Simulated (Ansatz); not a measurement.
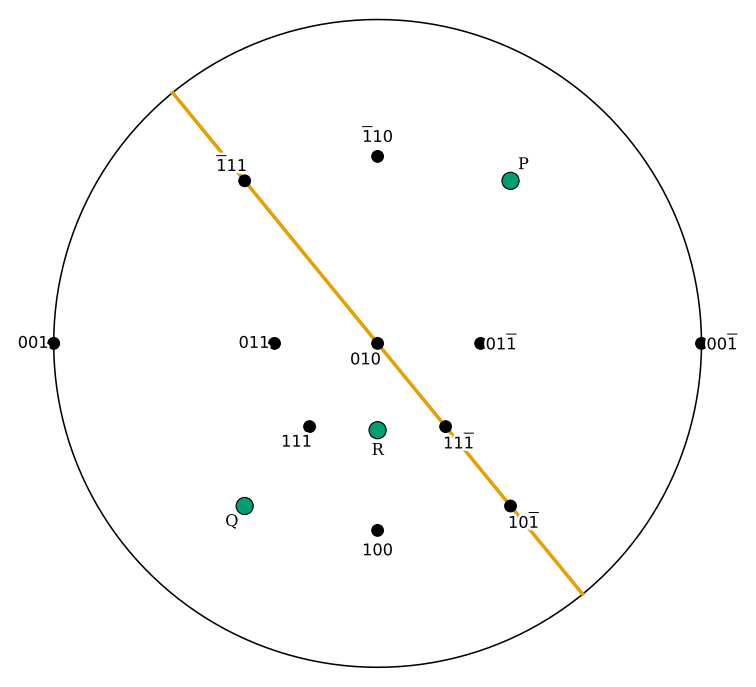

Stereographic projection of plane normals (upper hemisphere) centred on (0 1 0). Crystal: Bi, the geometry relaxed with Ansatz, DFT PBE, scalar-relativistic, plane waves, PAW; the starting structure was generated, so it need not be a known form of this composition. All values are computed from the atomic coordinates in the standard setting (tolerance 0.002 Å).

a = 4.635 Å, b = 4.635 Å, c = 5.669 Å, α = 90.00°, β = 90.00°, γ = 120.00°.

### Index the poles marked P, Q, R.

P is (−1 1 −1), in four indices (−1 1 0 −1), 65.9° from the centre; Q is (1 0 1), in four indices (1 0 −1 1), 65.9° from the centre; R is (1 1 0), in four indices (1 1 −2 0), 30.0° from the centre.

### Which zone does the coloured great circle trace?

The zone [1 0 1]: its poles satisfy h + l = 0.

### What is the angle between the normals of (1 0 0) and (−1 1 −1), and what are their d_hkl = 1/|g|?

114.1°; d = 4.014 Å and 3.276 Å.
